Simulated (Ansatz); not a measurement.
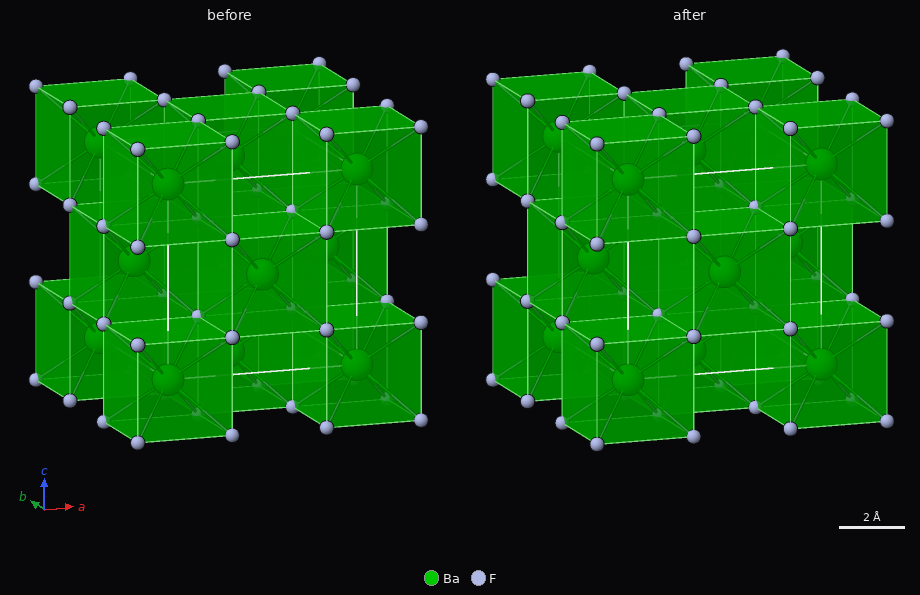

Left: a symmetric starting cell of BaF2. Right: the same structure after one change, at the same scale. The picture is a polyhedral view of the conventional cell (4 times the calculation's cell), seen slightly off an axis. Lengths and directions refer to the drawn axes.

Level of theory: Ansatz, DFT PBE, scalar-relativistic, plane waves, PAW. Set-up: plane-wave cutoff 420 eV; k-point mesh 6 × 6 × 6; occupations gaussian; smearing width 0.02 eV; no spin polarisation.

What was changed?

All lengths are scaled by +2.4 % (volume +7.3 %), the atoms keeping their fractional coordinates. No relaxation follows. The starting cell wasn't computed here and needn't be at equilibrium, so pressure and forces aren't due to the change alone.

What does the change do?

The pressure is −2.3 GPa (not all of it need come from the change, since the unchanged cell can be under pressure at this level too). All forces vanish by symmetry. Among the bonded contacts that change: Ba–F 2.685 → 2.748 Å. The space group stays Fm-3m (No. 225).
